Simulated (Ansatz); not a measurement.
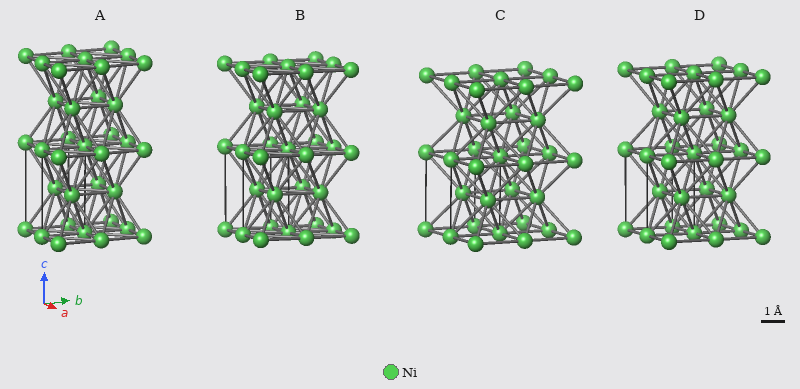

4 geometries from one relaxation of crystalline Ni (set up in P-1), in shuffled order. The picture is a ball-and-stick view of the cell of the calculation, repeated 2 × 2 × 2 with one cell outlined, seen slightly off an axis.

The run lets cell and atoms move, from this start: cell sheared at random, sigma 0.01, atoms nudged by 0.01 A.

Computed with Kohn-Sham DFT of a periodic cell, PBE, Ansatz PAW in Ansatz 0.2.0. Settings: plane-wave cutoff 420 eV; k-point mesh 8 × 9 × 5; occupations fermi-dirac; smearing width 0.05 eV; target pressure 10 GPa; collinear spin; target pressure 10 GPa; cell and atoms relaxed; force threshold 0.01 eV/Å; at most 40 steps.

**Put them in the order of the run, from the start to the converged end.**

A, B, D, C. They are steps 0, 3, 5, 18, at +0.201 eV per cell of the calculation, +0.187 eV per cell of the calculation, +86.3 meV per cell of the calculation relative to the last. After 15 accepted moves (18 points after the start) the energy has fallen by 0.201 eV per cell of the calculation. With the target pressure of 10 GPa, the enthalpy E + pV changes by −0.224 eV per cell of the calculation. The largest force component goes from 0.051 to under 0.0001 eV/Å. The pressure goes from 7.81 to 10.00 GPa. At 3 points the geometry stayed and the basis and grid were re-selected for the new cell (energy shift of 35.8 meV per cell of the calculation at most each time). The largest moves relative to the cell, 0.013 Å, are those of Ni atoms. The volume changes by −1.7 %, with a 2.430 → 2.457 Å (+1.1 %), b 2.365 → 2.450 Å (+3.6 %), c 3.899 → 3.460 Å (−11.3 %), α 91.0° → 90.0°, β 89.4° → 90.0°, γ 108.9° → 90.0°. Among the contacts that change: Ni–Ni 2.787 → 3.469 Å, Ni–Ni 2.806 → 2.450 Å, Ni–Ni 2.758 → 2.450 Å, Ni–Ni 2.719 → 2.450 Å. The space group (tolerance 0.01 Å) goes from P-1 (No. 2) to I4/mmm (No. 139).
